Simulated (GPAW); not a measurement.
System: SiC (space group F-43m).

How it was computed, with GPAW 26.7.0: PAW DFT in plane waves, on a grid or in atomic orbitals, no spin polarisation; energies at scaled volumes of the given cell, shape and fractions fixed, counted from the fit's minimum, third-order Birch-Murnaghan fit. All runs: no spin polarisation.

k mesh 10×10×10; occupations Fermi–Dirac; smearing width 0.05 eV; potentials GPAW PAW data sets (gpaw data 1.2.1); wave cutoff 800 eV.

Describe the result: the energy against volume, with one curve for each functional. The cases: PBE + D3(BJ); r2SCAN + D4.

The fitted equilibrium volumes, smallest first, are r2SCAN + D4 10.332, PBE + D3(BJ) 10.350 Å³/atom. The fitted bulk moduli, smallest first, are PBE + D3(BJ) 220.6, r2SCAN + D4 227.5 GPa.

PBE + D3(BJ):
```
volume (Å³/atom)  energy (meV/atom)
            9.73              28.78
            9.93              12.44
           10.14               3.07
           10.35               0.00
           10.55               2.64
           10.76              10.49
           10.97              22.98
```

r2SCAN + D4:
```
volume (Å³/atom)  energy (meV/atom)
            9.73              27.99
            9.93              11.74
           10.14               2.63
           10.35               0.03
           10.55               3.23
           10.76              11.76
           10.97              25.06
```

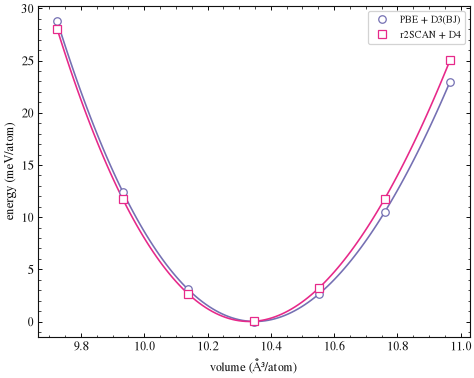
